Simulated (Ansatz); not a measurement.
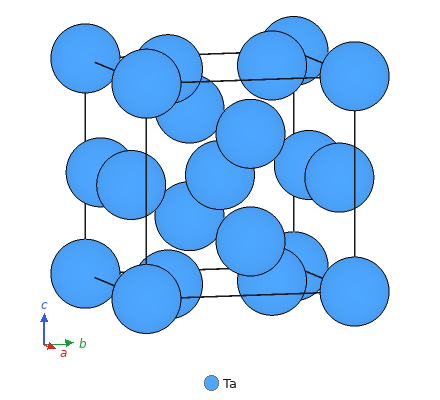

The structure; the drawing may span several cells.

Given this structure, coordinates from a relaxation with DFT, revPBE, plane waves (420 eV) with PAW, scalar-relativistic (Ansatz); the starting structure was generated, so it need not be a known form of this composition, written in its standard cell:

```yaml
crystal:
  lattice:
    - [5.33076, 0.00000, 0.00000]
    - [0.00000, 5.33076, 0.00000]
    - [0.00000, 0.00000, 5.33076]
  atoms:
    - { symbol: Ta, position: [0.00000, 0.00000, 0.00000] }
    - { symbol: Ta, position: [0.50000, 0.50000, 0.50000] }
    - { symbol: Ta, position: [0.25000, 0.00000, 0.50000] }
    - { symbol: Ta, position: [0.75000, 0.00000, 0.50000] }
    - { symbol: Ta, position: [0.50000, 0.25000, 0.00000] }
    - { symbol: Ta, position: [0.50000, 0.75000, 0.00000] }
    - { symbol: Ta, position: [0.00000, 0.50000, 0.25000] }
    - { symbol: Ta, position: [0.00000, 0.50000, 0.75000] }
```

What does the kinematic electron diffraction pattern along [001] look like at 100 kV (B = 0.5 Å²)?

The spots form a square net with both shortest vectors at d = 5.33 Å, 90.0° apart. They are 1 0 0 (itself extinct) and 0 1 0 (itself extinct). The pattern has symmetry 4mm. A screw axis and a glide plane both extinguish reflections such as 0 1 0, 1 0 0, 0 3 0; reflections such as 1 -1 0, 1 1 0, 2 -2 0 are allowed but too weak to see at this display level.

Strongest reflections with d > 1.63 Å, one of each family (|F|² from tabulated Gaussian fits of the electron scattering factors, times a small damping for the curvature of the Ewald sphere):

| hkl | d (Å) | I (strongest = 100) |
| --- | --- | --- |
| 2 0 0 | 2.665 | 92 |
| 2 1 0 | 2.384 | 77 |

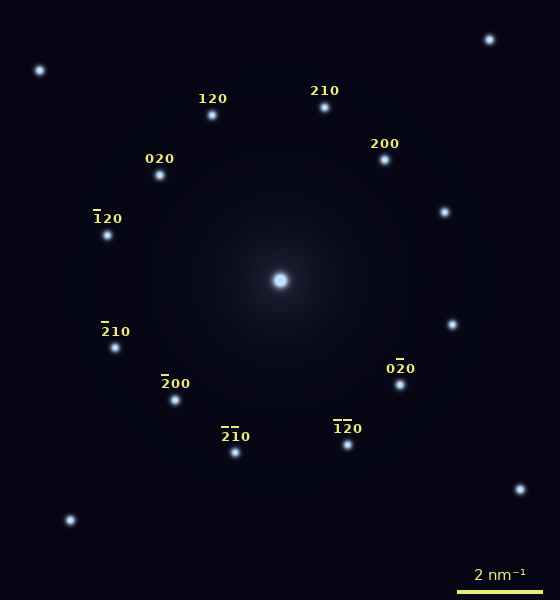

Calculated pattern, seen from the source side with [001] pointing towards the source.
